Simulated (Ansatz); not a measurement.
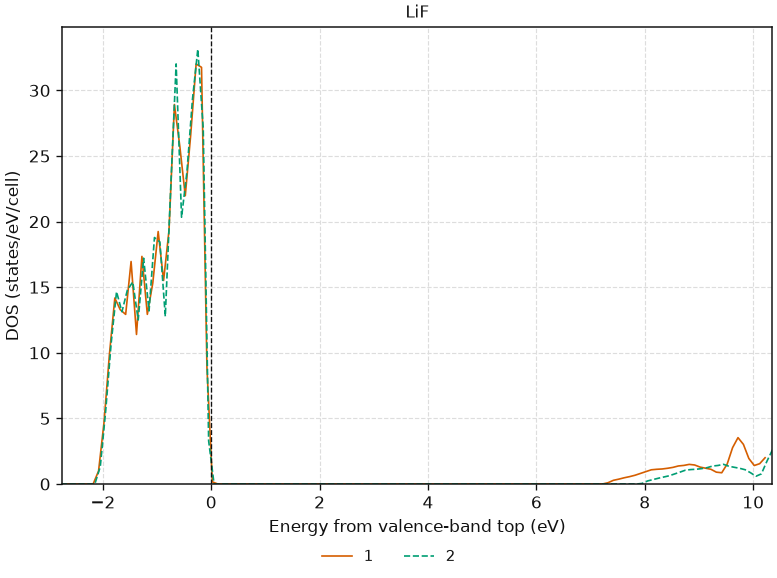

Total densities of states of LiF, space group Aem2 (No. 39), 12 atoms in the cell, by two methods on the same cell. Each is counted from its own valence-band top.

Which curve is which? The methods: PBE, r2SCAN.

1 is PBE; 2 is r2SCAN. PBE gives a gap of 7.24 eV and r2SCAN gives a gap of 7.90 eV.

Settings. PBE: DFT PBE, scalar-relativistic, plane waves, PAW, no spin polarisation, 4×6×6 k mesh, 420 eV cutoff, Gaussian smearing of 0.02 eV (Ansatz 0.2.0). r2SCAN: DFT r2SCAN, scalar-relativistic, plane waves, PAW, no spin polarisation, 4×6×6 k mesh, 500 eV cutoff, Gaussian smearing of 0.02 eV (Ansatz 0.2.0).

The structure is an invented one, so it need not be a known or stable phase.
